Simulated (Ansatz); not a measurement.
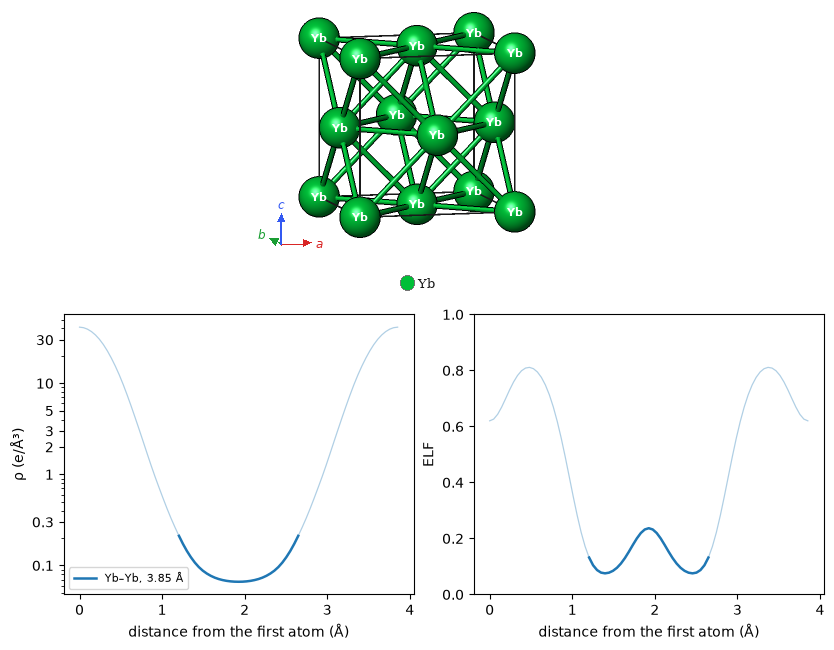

*Yb. Valence charge density (pseudo) and ELF along straight lines between neighbouring atoms. Thin, pale parts lie inside the atomic spheres. The structure is drawn too.*

Space group Fm-3m; a structure from a database of computed crystals, not necessarily the ambient phase; computed pressure about −3 GPa in this cell; computed without spin polarisation; no Hubbard U on the f states and no spin–orbit coupling.

These are results of Ansatz, DFT, PBEsol, PAW with Ansatz's default frozen-core files, scalar-relativistic, not measurements.

Core electrons are frozen (PAW), and the valence fields are smoothed inside the atomic spheres.

**What can be read from the curves?**

Yb–Yb (3.85 Å): ρ is about 0.07 e/Å³ halfway; the ELF is about 0.25 at the midpoint (no localised pair shows between them).
